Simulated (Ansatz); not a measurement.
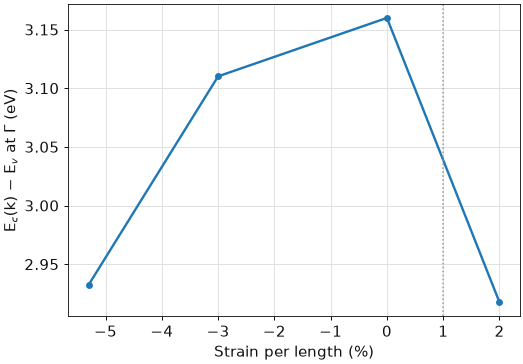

Lowest conduction level at Γ, counted from the valence-band top at Γ. One run is left out (dotted line).

System: wurtzite MgTe, space group P6_3mc (No. 186), 4 atoms in the cell, relaxed with r2SCAN; unstrained, a = 4.578 Å, c = 7.455 Å (hexagonal axes). The cell is strained biaxially in the xy plane; the length along z and the atoms are relaxed again with r2SCAN. Points keep the names and reduced coordinates of the unstrained primitive cell. Ansatz; r2SCAN, Ansatz PAW set, no spin polarisation, no spin-orbit coupling, 6×6×4 k mesh, 500 eV cutoff, fixed occupations.

| strain | Γ (eV) |
| --- | --- |
| −5.3 % | 2.93 |
| −3 % | 3.11 |
| 0 % | 3.16 |
| +2 % | 2.92 |

Question: What does the missing run, at +1 %, give?

Answer: A fit through the other points gives 3.05 eV at Γ (a parabola). The run itself gives 3.04 eV, within 0.01 eV of the estimate.

The strain splits the threefold valence top at Γ, and levels count from its highest part. Spin-orbit coupling is left out, which matters for Te. The PAW data sets were made with another functional. LDA, GGA and most meta-GGA functionals understate gaps. L, M and K are left out: the lowest level there has a kink along the series, as when two levels cross.
